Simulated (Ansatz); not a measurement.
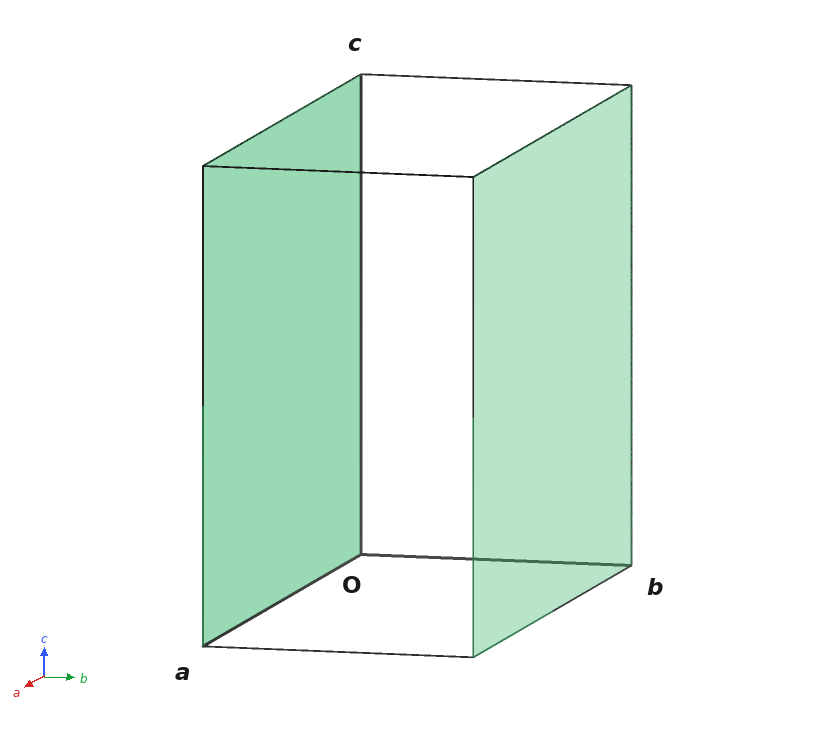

Crystal: CuI2, coordinates from a relaxation with DFT, PAW plane waves, pbe (Ansatz); the starting structure was generated, so it need not be a known form of this composition. Every member of one family of equally spaced planes, hx + ky + lz = a whole number, that cuts the unit cell is shaded (one member passes through the origin O). Symmetry computed with spglib at a tolerance of 0.002 Å; standard conventional cell.

a = 3.933 Å, b = 3.933 Å, c = 7.644 Å, α = 90.00°, β = 90.00°, γ = 120.00°.

Q: Which (hkl) family is drawn?

A: (0 1 0), in four indices (0 1 −1 0); the opposite sign names the same planes. The member next to the origin meets the axes a never, b at 1, c never.

Q: What is the spacing?

A: d = 3.406 Å.
